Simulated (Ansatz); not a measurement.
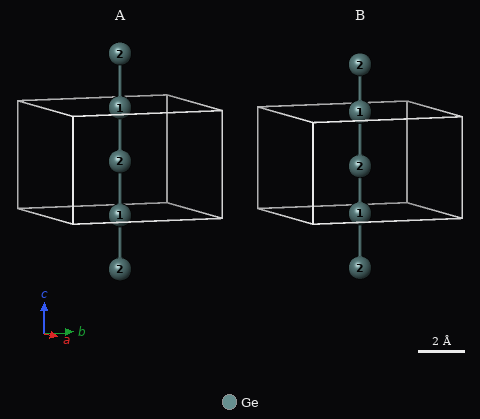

Two geometries of a wire of composition Ge, drawn at one scale. One is the start of a relaxation, the other its converged end. The picture is a ball-and-stick view of the cell of the calculation, with the vacuum cut short, seen slightly off an axis.

These are results of DFT PBE, scalar-relativistic, plane waves, PAW (Ansatz), not measurements. Settings: plane-wave cutoff 420 eV; k-point mesh 1 × 1 × 14; occupations gaussian; smearing width 0.05 eV; collinear spin; cell relaxed at fixed a, b, alpha, beta, gamma; force threshold 0.01 eV/Å; at most 45 steps.

### Which geometry has the lower energy?

Structure A is the relaxed one. Case: dimerised chain of atoms. Over 8 accepted moves (10 points after the start) the energy falls by 0.390 eV per cell of the calculation. Largest force component: 3.6 eV/Å at the start, 0.00023 eV/Å at the end. The line search rejected the trial step at point 7 of the run. At 1 point the geometry stayed and the basis and grid were re-selected for the new cell (energy shift of 0.8 meV per cell of the calculation at most each time). The largest moves relative to the layer's centre, 0.083 Å, are those of Ge1 and Ge2. Along the periodic axis the drawn cell goes c 4.490 → 4.762 Å (+6.0 %). Near-neighbour distances that change, for instance: Ge1–Ge2 2.088 → 2.381 Å, Ge1–Ge2 (another image) 2.402 → 2.381 Å. The program noted that the starting moments weren't kept. The run took 6.7 min on 2 threads of Intel(R) Xeon(R) Processor @ 2.50GHz (Skylake/Cascade Lake), with other jobs on the host, peak memory 0.64 GiB.

Limits of the set-up: the k-point mesh is coarse for a cell with partly filled bands.
